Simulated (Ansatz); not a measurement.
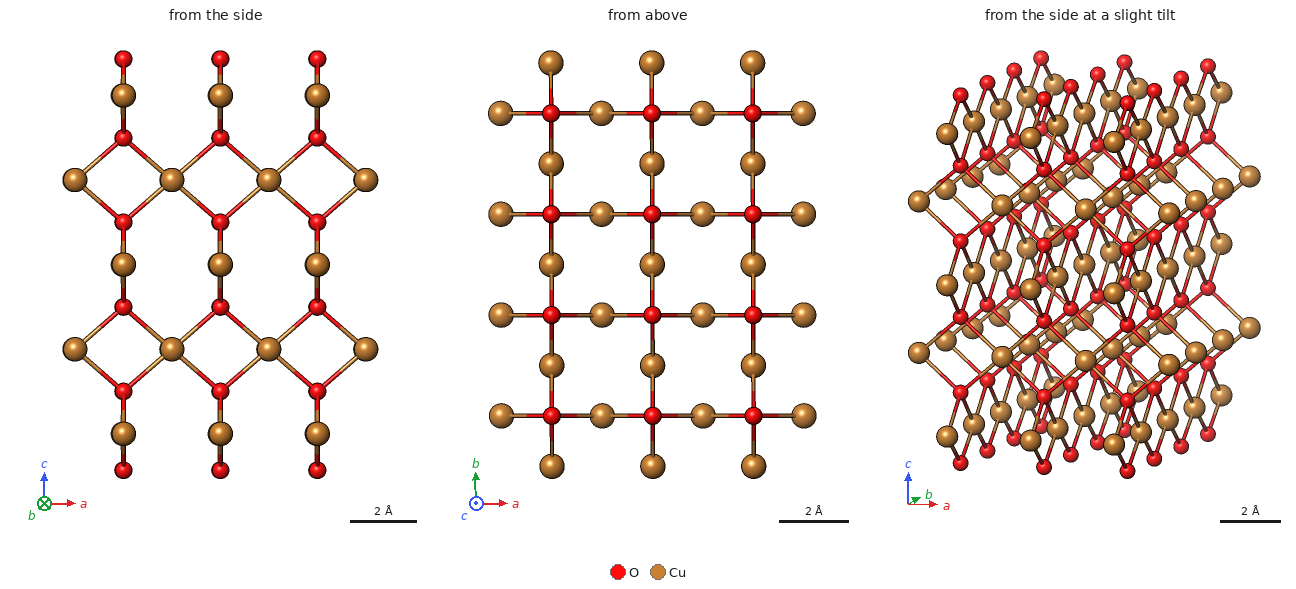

A ball-and-stick picture of a periodic slab, seen from the side, from above and from the side at a slight tilt. The surface normal points up in side views; the vacuum is left out. 3×4 cells are drawn in the plane, with atoms at the edges repeated.

The cell holds 5 Cu, 6 O. The slab was cut from bulk CuO (Cccm).

> What do the upper and lower surfaces expose?

The top face ends in O, the bottom face in O. The two faces are alike.

> Estimate the thickness.

About 13 Å from the lowest to the highest atom.

> What is the order of the atomic planes, starting from the top?

Eleven planes: O / Cu / O / Cu / O / Cu / O / Cu / O / Cu / O.

> What is the orientation of the surface?

(0 0 1).

The structure comes from a structure listed in the Materials Project, from which a slab was cut. The atoms were relaxed in a fixed cell with DFT PBE, scalar-relativistic, plane waves, PAW in Ansatz.
